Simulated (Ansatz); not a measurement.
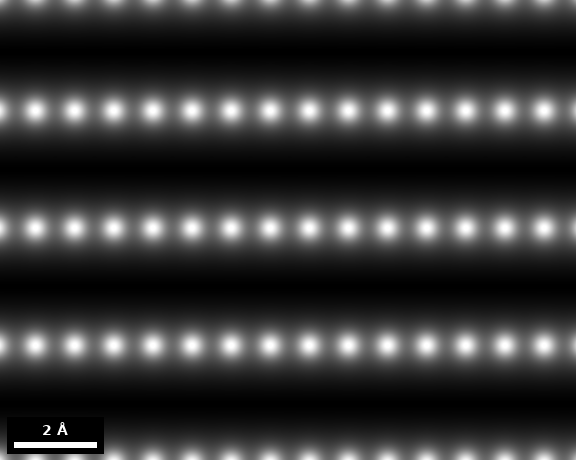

Projected-potential map of a crystal. Computed as the sum of neutral-atom potentials (tabulated electron scattering factors, B = 0.5 Å²) projected along the beam and smoothed by 0.25 Å; brighter is more positive. The display is stretched by a gamma of 0.7; percentages refer to the linear signal.

**Give the net of the columns and its spacings.**

The pattern repeats on a rectangular net of 1.0 × 2.9 Å.

**Which plane group does this projection have?**

p2mm: mirror lines in two perpendicular directions, with twofold points where they cross.

**How many columns does the smallest repeating cell hold, and how many levels of brightness?**

1 column in the primitive cell of 2.7 Å², all of one brightness.

The crystal is Yb (Fd-3m, No. 227) seen along [221]. Atomic positions: the input geometry of a calculation; the starting structure was generated, so it need not be a known form of this composition.
